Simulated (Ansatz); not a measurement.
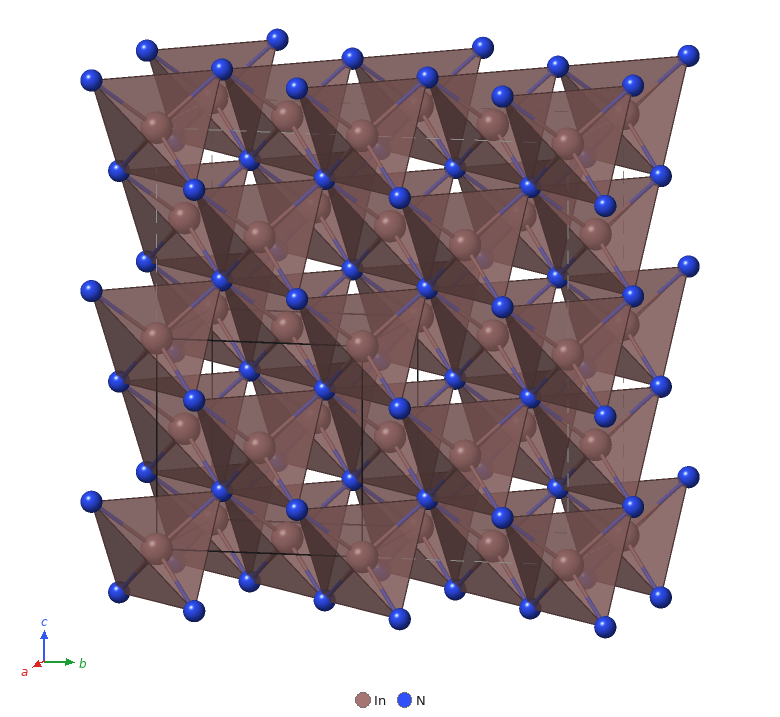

Polyhedra are drawn about In (bonds: In–N below 2.4 Å); other atoms are plain spheres.

The compound is InN (space group F-43m, No. 216), taken as the input geometry of an electronic-structure calculation (not necessarily at equilibrium).

What figure surrounds each In atom, and what does it share with the other drawn polyhedra?

In: InN4 tetrahedron, sharing corners with twelve neighbours.

How do these polyhedra hang together as a whole?

They form a three-dimensional framework of corner-sharing tetrahedra.

How far apart are the centres of linked polyhedra?

Centre to centre across a shared corner: 3.54 Å.
